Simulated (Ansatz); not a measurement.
Geometry optimisation.

```
crystal:
  lattice:
    - [0.0, 2.0696313722, 2.0696313722]
    - [2.0696313722, 0.0, 2.0696313722]
    - [2.0696313722, 2.0696313722, 0.0]
  atoms:
    - { symbol: Ag, position: [0.0, 0.0, 0.0] }
kpoints:
  mp_grid: { grid: [14, 14, 14] }
scf:
  occupations: { method: fermi_dirac, width: 0.05 }
  mixing: { algorithm: anderson, beta: 0.7, ndim: 16 }
hamiltonian:
  xc: lda
  pseudopotentials: { kind: paw }
  dispersion: d3bjatm
output:
  forces: true
  stress: true
  efg: { contact_densities: true }
relax:
  f_tol: 0.005
  max_steps: 80
  cell: {}
```

Command:
```bash
ansatz run input.yaml --threads 1 --pin off --max-ram 2048MiB --backend cpu --events-out ev --progress --plain --runs-dir out
```

Question: How does the optimisation go?

Answer: The optimisation met its thresholds at geometry 4, counting the start as the first. The energy fell by about 120 meV/atom from the first step to the last. All forces vanish by symmetry, so only the cell moves. The volume shrinks from 17.7 to 15.5 Å³ per atom (−13 %), overshooting to 15.3 at step 2, as the pressure goes from −15 GPa to about 0 GPa.

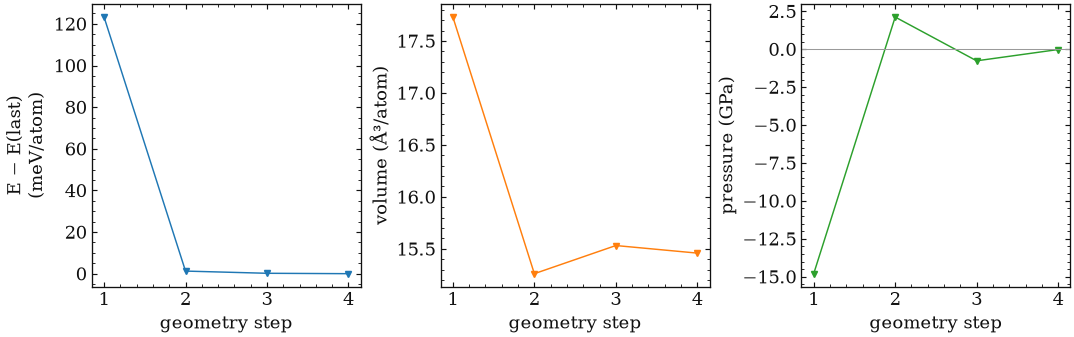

History of the run, step by step. Atoms and cell relax. A closing SCF on a freshly chosen basis isn't drawn.
